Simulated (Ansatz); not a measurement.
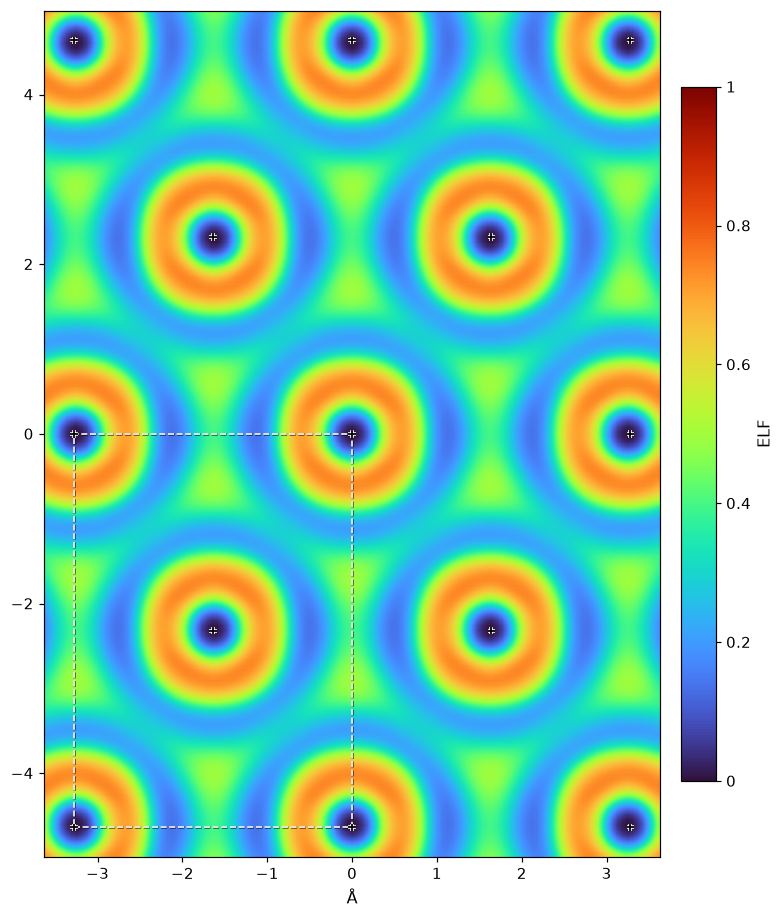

The electron localisation function on a plane through atoms (crosses mark nuclei in the plane).

These are results of DFT PBEsol, scalar-relativistic, plane waves, PAW in Ansatz, not measurements.

Candidates:
A. Ta, a = 3.28 Å, b = 3.28 Å, c = 3.28 Å, α = 90.00°, β = 90.00°, γ = 90.00°. Space group Im-3m; computed without spin polarisation.
B. ZrN (slab), a = 3.22 Å, b = 3.22 Å, c = 26.83 Å, α = 90.00°, β = 90.00°, γ = 120.00°. Computed without spin polarisation.
C. Ag, a = 3.23 Å, b = 4.43 Å, c = 4.70 Å, α = 89.90°, β = 90.00°, γ = 90.00°. Space group Fmmm; a structure from a database of computed crystals, not necessarily the ambient phase.

Which candidate gave the map?

Answer. Candidate A: Ta on the (110) plane of the conventional cell, which holds Ta. Ta–Ta (2.84 Å): the ELF is about 0.30 at the midpoint: no localised pair shows between them.
